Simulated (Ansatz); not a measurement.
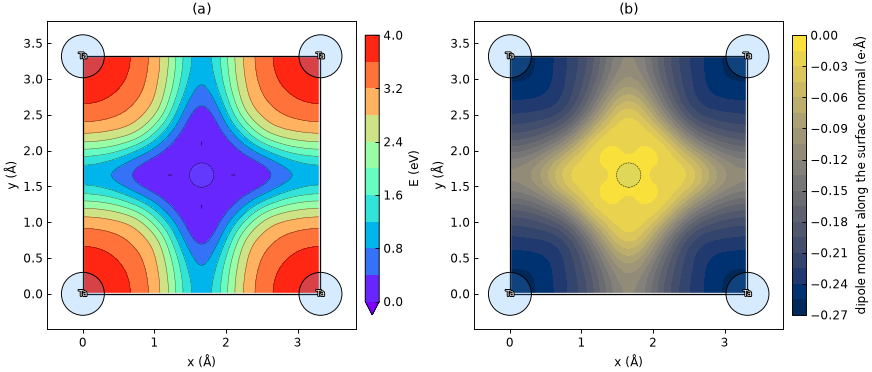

N on a Ta(100) slab cut from the Im-3m phase, its upper half relaxed before the scan (4 atoms of substrate and one adsorbate in a 1 × 1 cell). N is moved over the surface cell; relaxed at each place: the height of the adsorbate's atoms; substrate rigid; the origin of the map has the adsorbate above Ta4. Places are given modulo a cell vector. The map is drawn in real space over the plane of the surface. Grid: 8 × 8 points; 15 points were computed and 49 follow by symmetry. Energies are in eV, from the lowest grid point. With one adsorbate in each 1 × 1 cell, its nearest image is 3.3 Å away, so neighbouring adsorbates interact. Theory: DFT PBE, scalar-relativistic, plane waves, PAW (Ansatz 0.2.0). Settings: cutoff 420 eV, k-mesh 8×8×1, gaussian smearing 0.1 eV, no spin polarisation.

Panel (a) is the energy; panel (b) is the computed dipole moment along the surface normal, in e·Å.

In the figure: filled contours, labelled circles for the atoms of the top layer and small ones for the second layer, the outline of one cell of the plane. Between grid points the surface is interpolated.

### How does the dipole moment along the surface normal vary over the map, and what is it at the lowest grid point?

It runs from −0.26 e·Å at the top site over a surface Ta atom, (0/8, 0/8) of the cell vectors to −0.01 e·Å at a fourfold hollow over a second-layer Ta atom, (4/8, 4/8) of the cell vectors. At the lowest grid point, (3/8, 4/8) of the cell vectors [nearest 3 Ta at 2.14 Å], it is −0.02 e·Å.

```csv
"second ↓, first →",0/8,1/8,2/8,3/8,4/8,5/8,6/8,7/8
7/8,−0.25,−0.25,−0.22,−0.15,−0.09,−0.15,−0.22,−0.25
6/8,−0.22,−0.22,−0.19,−0.09,−0.03,−0.09,−0.19,−0.22
5/8,−0.17,−0.15,−0.09,−0.02,−0.02,−0.02,−0.09,−0.15
4/8,−0.12,−0.09,−0.03,−0.02,−0.01,−0.02,−0.03,−0.09
3/8,−0.17,−0.15,−0.09,−0.02,−0.02,−0.02,−0.09,−0.15
2/8,−0.22,−0.22,−0.19,−0.09,−0.03,−0.09,−0.19,−0.22
1/8,−0.25,−0.25,−0.22,−0.15,−0.09,−0.15,−0.22,−0.25
0/8,−0.26,−0.25,−0.22,−0.17,−0.12,−0.17,−0.22,−0.25
```

PAW datasets: the set soft_1.
